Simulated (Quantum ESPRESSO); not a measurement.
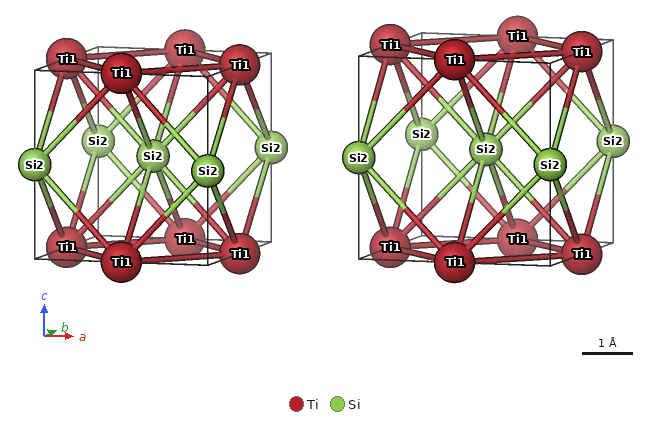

Two geometries of a crystal of TiSi (set up in Cmmm), drawn at one scale. One is the start of a relaxation, the other its converged end. The picture is a ball-and-stick view of the conventional cell (2 times the calculation's cell), seen slightly off an axis. Lengths and directions refer to the drawn axes.

Computed with Kohn-Sham DFT of a periodic cell, PBEsol, DFT+U, GBRV 1.5 PBEsol (Quantum ESPRESSO 7.5). Settings: plane-wave cutoff 612.3 eV; k-point mesh 10 × 10 × 7; occupations fermi-dirac; smearing width 0.05 eV; no spin polarisation; U = 8 eV on Ti d.

Question: Which one is relaxed?

Answer: The right one is the relaxed one. The run lets cell and atoms move. After 10 geometry steps the energy has fallen by 132 meV per atom. All forces vanish by symmetry, so only the cell relaxes. The pressure goes from 15.56 to 0.01 GPa. No atom moves by more than 0.005 Å relative to the cell. The drawn cell changes as follows: a 3.632 → 4.019 Å (+10.6 %), b 4.235 → 4.198 Å (−0.9 %), c 3.804 → 4.089 Å (+7.5 %); the volume changes by +17.9 %. Some distances before and after: Ti1–Si2 2.630 → 2.866 Å, Ti1–Ti1 2.790 → 2.906 Å, Ti1–Si2 (another image) 2.846 → 2.930 Å. The space group stays Cmmm (No. 65).
